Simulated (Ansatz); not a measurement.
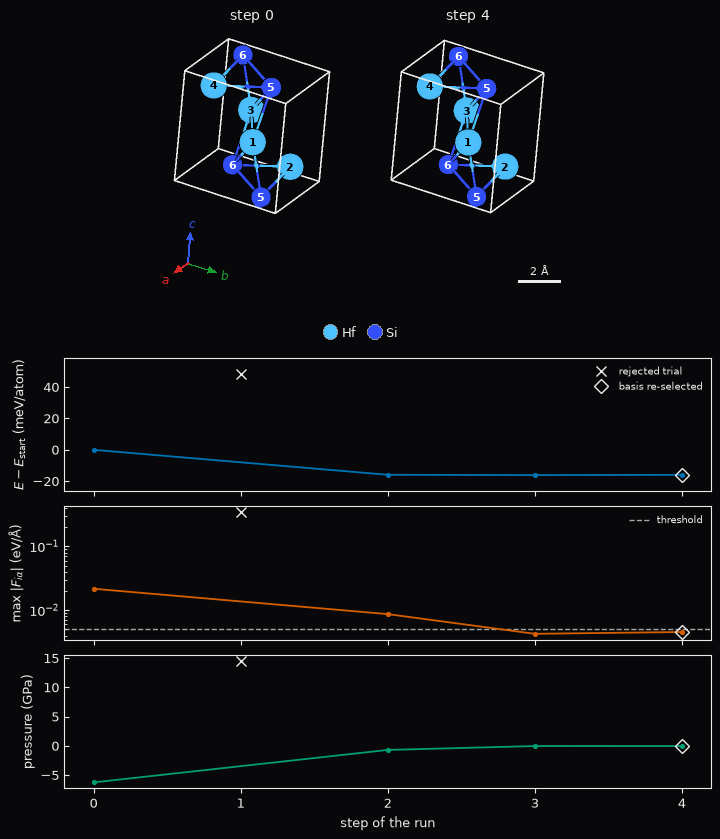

First and last geometry of a relaxation of crystalline Hf2Si (set up in I4/mcm), with the history of the run. Style: ball-and-stick. Shown: the cell of the calculation, slightly off an axis.

These are results of Ansatz 0.2.0, DFT LDA, scalar-relativistic, plane waves, PAW, not measurements. Settings: plane-wave cutoff 420 eV; k-point mesh 10 × 10 × 10; occupations gaussian; smearing width 0.1 eV; no spin polarisation; cell and atoms relaxed; force threshold 0.005 eV/Å; at most 80 steps.

**Did the run converge, and what did it change?**

It converged. The atoms keep their places relative to the cell (all moves are under 0.005 Å). The volume changes by −4.2 %, with a = b = c 5.303 → 5.225 Å (−1.5 %), γ 121.7° → 121.5°. Some distances before and after: Hf1–Hf2 3.497 → 3.442 Å, Hf1–Hf3 2.899 → 2.855 Å, Hf1–Hf2 (another image) 3.298 → 3.254 Å, Hf1–Si5 2.790 → 2.748 Å. The space group stays I4/mcm (No. 140). Over 2 accepted moves (4 points after the start) the energy falls by 15.9 meV per atom. Largest force component: 0.022 eV/Å at the start, 0.0046 eV/Å at the end. The pressure goes from −6.24 to −0.03 GPa. The line search rejected the trial step at point 1 of the run. At 1 point the geometry stayed and the basis and grid were re-selected for the new cell (energy shift of 0.2 meV per atom at most each time). Cost: 4.3 min on 2 threads of Intel(R) Xeon(R) Processor @ 2.50GHz (Skylake/Cascade Lake), on a shared host, peak memory 0.84 GiB.
